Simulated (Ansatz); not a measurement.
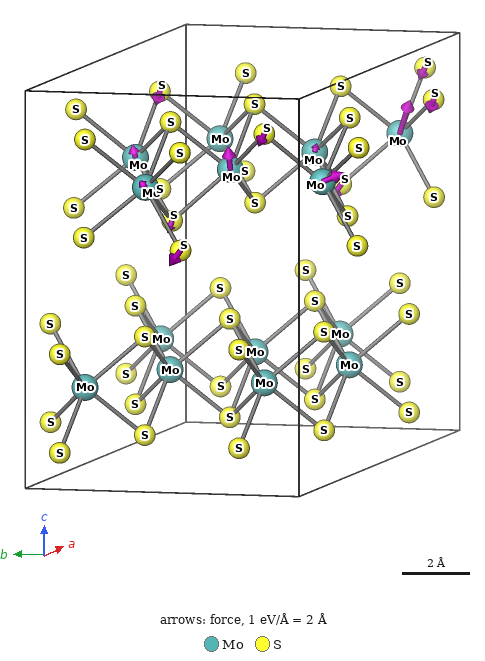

Starting geometry of a defect cell of composition Mo₁₄S₂₇ (cell charge −1) with the computed forces as purple arrows. The picture is a ball-and-stick view of the cell of the calculation, seen from a free direction.

Case: S vacancy (site f), charge -1, atoms relaxed at the host's cell.

Theory: Ansatz, DFT PBEsol, scalar-relativistic, plane waves, PAW. Set-up: plane-wave cutoff 420 eV; k-point mesh 2 × 2 × 2; occupations gaussian; smearing width 0.01 eV; collinear spin; atoms relaxed in a fixed cell; force threshold 0.025 eV/Å; at most 45 steps.

Is this structure relaxed? If not, where do the atoms go?

It isn't relaxed: the largest force vector, on a Mo atom, is 0.72 eV/Å. The final displacements follow the starting forces only in part (cosine between the two patterns 0.45). The atom that moves furthest is a Mo atom (0.061 Å along [1 −1 1]). Largest moves by element: Mo 0.061 Å, S 0.040 Å. The lattice vectors keep their values. Near-neighbour distances that change, for instance: Mo–Mo 3.066 → 3.144 Å, Mo–S 2.385 → 2.356 Å, Mo–Mo 3.042 → 3.015 Å, Mo–S 2.360 → 2.382 Å. Bond angles that change, for instance: Mo–S–Mo 80.9° → 83.5°, S–Mo–S 81.4° → 83.6°. Over 6 accepted moves (8 points after the start) the energy falls by 37.7 meV per cell of the calculation. The largest force component goes from 0.63 to 0.014 eV/Å. The line search rejected the trial step at point 5 of the run. 1 step only repeated the SCF at the same geometry. Cost: 28 min on 4 threads of Arm Neoverse N1 (shared host), peak memory 4.6 GiB.

Limits of the set-up: the periodic images lie only 8.3 Å apart, so the values are limited by the cell's size; the cell is charged, on a uniform background, and energies carry no finite-size correction.
